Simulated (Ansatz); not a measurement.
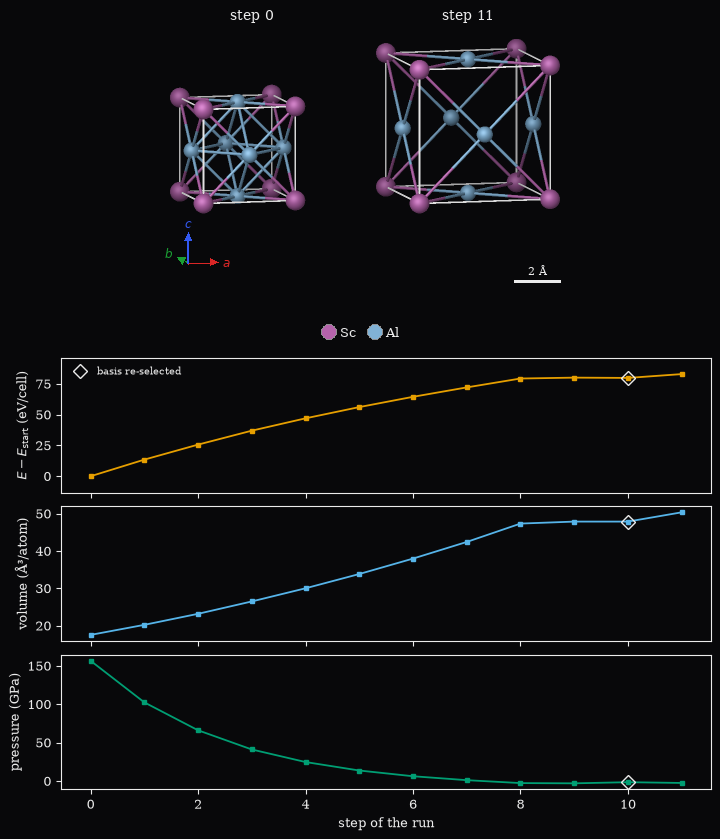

First and last geometry of a relaxation of solid ScAl3 (set up in Pm-3m) (cell charge +10), with the history of the run. A ball-and-stick model of the cell of the calculation, seen slightly off an axis.

Level of theory: DFT r2SCAN, scalar-relativistic, plane waves, PAW; settings changed in Ansatz.

Input
```yaml
crystal:
  lattice:
    - [4.1242560139, 0.0, 0.0]
    - [0.0, 4.1242560139, 0.0]
    - [0.0, 0.0, 4.1242560139]
  atoms:
    - { symbol: Sc, position: [0.0, 0.0, 0.0] }
    - { symbol: Al, position: [0.5, 0.0, 0.5] }
    - { symbol: Al, position: [0.0, 0.5, 0.5] }
    - { symbol: Al, position: [0.5, 0.5, 0.0] }
basis:
  ecutwfc: 500
kpoints:
  mp_grid: { grid: [10, 10, 10] }
hamiltonian:
  xc: r2scan
scf:
  occupations: { method: gaussian, width: 0.1 }
  max_iter: 75
output:
  forces: true
  eigenvalues: true
  stress: true
relax:
  adjacent_minimum: "off"
  f_tol: 0.008
  max_steps: 50
  cell: { stress_tol: 0.08, p_target: -3.0 }
total_charge: 10
```

Run as
```bash
ansatz run input.yaml --threads 1 --pin off --max-ram 2560MiB --backend cpu --events-out ev --progress --plain --runs-dir out
```

### Read the history and describe the run.

The run was cut off at its time limit before the relaxation converged, so the last structure is only a point on the way. The input was poor on purpose: a charge that the system can't hold. No atom moves by more than 0.005 Å relative to the cell. Cell: a = b = c 4.124 → 5.862 Å (+42.1 %). Volume +187.2 %. Among the contacts that change: Al2–Al3 2.916 → 4.145 Å, Sc1–Al2 2.916 → 4.145 Å. The space group stays Pm-3m (No. 221). After 10 accepted moves (11 points after the start) the energy has risen by 82.961 eV per cell of the calculation. With the target pressure of -3 GPa, the enthalpy E + pV changes by +80.502 eV per cell of the calculation. All forces vanish by symmetry, so only the cell relaxes. The pressure goes from 156.65 to −2.48 GPa. At 1 point the geometry stayed and the basis and grid were re-selected for the new cell (energy shift of 0.243 eV per cell of the calculation at most each time). Cost: 2.7 min on 1 thread of Intel(R) Xeon(R) Platinum 8259CL CPU @ 2.50GHz (Skylake/Cascade Lake), on a shared host, peak memory 0.95 GiB.

```json
{"step": "0", "E − E(0), meV/atom": "0.00", "pressure, GPa": "156.65", "volume, Å³/atom": "17.538", "note": ""}
{"step": "1", "E − E(0), meV/atom": "3372.17", "pressure, GPa": "102.47", "volume, Å³/atom": "20.230", "note": ""}
{"step": "2", "E − E(0), meV/atom": "6420.38", "pressure, GPa": "66.12", "volume, Å³/atom": "23.184", "note": ""}
{"step": "3", "E − E(0), meV/atom": "9251.73", "pressure, GPa": "41.12", "volume, Å³/atom": "26.499", "note": ""}
{"step": "4", "E − E(0), meV/atom": "11758.04", "pressure, GPa": "24.77", "volume, Å³/atom": "30.022", "note": ""}
{"step": "5", "E − E(0), meV/atom": "14041.34", "pressure, GPa": "13.74", "volume, Å³/atom": "33.844", "note": ""}
{"step": "6", "E − E(0), meV/atom": "16126.56", "pressure, GPa": "6.27", "volume, Å³/atom": "37.978", "note": ""}
{"step": "7", "E − E(0), meV/atom": "18037.44", "pressure, GPa": "1.15", "volume, Å³/atom": "42.435", "note": ""}
{"step": "8", "E − E(0), meV/atom": "19842.34", "pressure, GPa": "-2.64", "volume, Å³/atom": "47.355", "note": ""}
{"step": "9", "E − E(0), meV/atom": "20022.43", "pressure, GPa": "-2.97", "volume, Å³/atom": "47.888", "note": ""}
{"step": "10", "E − E(0), meV/atom": "19961.75", "pressure, GPa": "-1.48", "volume, Å³/atom": "47.888", "note": "same geometry, new basis"}
{"step": "11", "E − E(0), meV/atom": "20740.23", "pressure, GPa": "-2.48", "volume, Å³/atom": "50.370", "note": ""}
```

Limits of the set-up: the cell is charged, on a uniform background, and energies carry no finite-size correction.
